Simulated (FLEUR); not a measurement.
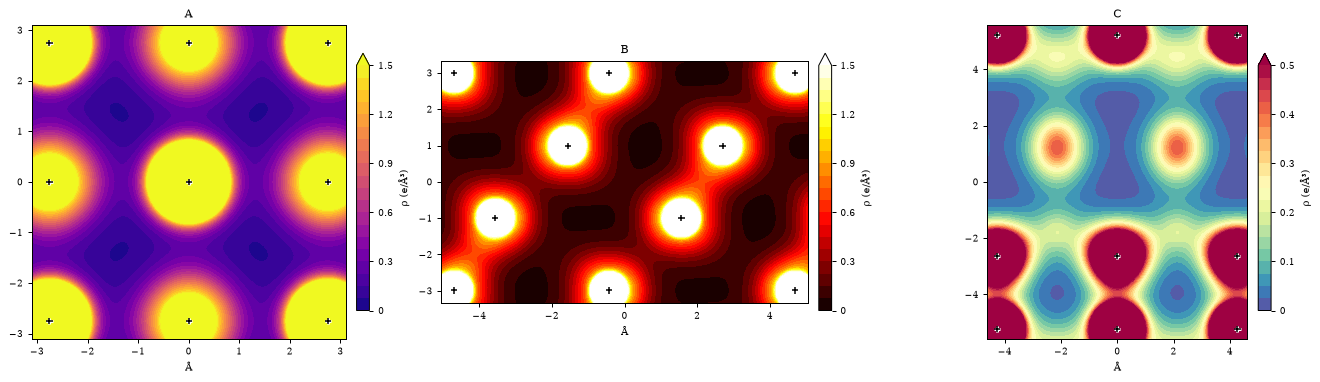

The electron density of 3 systems, each on a plane through atoms (crosses mark nuclei in the plane).

All numbers below come from Kohn-Sham DFT of a periodic cell, PBE, all-electron in FLEUR.

System 1: InAs, the (010) plane of the conventional cell. Space group R3m; changed on purpose from its base cell (atoms moved at random by about 0.05 A).

System 2: CdS, the (100) plane of the conventional cell. Space group Fm-3m; a structure from a database of computed crystals, not necessarily the ambient phase.

```
Cd S
1.0
     5.50649    0.00000    0.00000
     0.00000    5.50649    0.00000
     0.00000    0.00000    5.50649
Cd S
4 4
Direct
  0.00000 0.00000 0.00000
  0.50000 0.50000 0.00000
  0.50000 0.00000 0.50000
  0.00000 0.50000 0.50000
  0.50000 0.00000 0.00000
  0.00000 0.50000 0.00000
  0.00000 0.00000 0.50000
  0.50000 0.50000 0.50000
```

System 3: P, the (110) plane of the conventional cell. Space group R-3m; a structure from a database of computed crystals, not necessarily the ambient phase.

```yaml
crystal:
  lattice:
    - [3.45145, 0.00000, 0.00000]
    - [-1.72573, 2.98904, 0.00000]
    - [0.00000, 0.00000, 9.38904]
  atoms:
    - { symbol: P, position: [0.66667, 0.33333, 0.10625] }
    - { symbol: P, position: [0.33333, 0.66667, 0.43959] }
    - { symbol: P, position: [0.00000, 0.00000, 0.77292] }
    - { symbol: P, position: [0.00000, 0.00000, 0.22708] }
    - { symbol: P, position: [0.66667, 0.33333, 0.56041] }
    - { symbol: P, position: [0.33333, 0.66667, 0.89375] }
```

Q: Match each panel to its system.

A: Panel A is system 2, CdS: the plane holds Cd and S. Cd–S (2.75 Å): the density is about 0.27 e/Å³ at the midpoint. Panel B is system 3, P: the plane holds P. P–P (2.29 Å): the density is about 0.68 e/Å³ at the midpoint. Panel C is system 1, InAs: the plane holds In and As. In–As (2.59 Å): ρ is about 0.44 e/Å³ halfway.
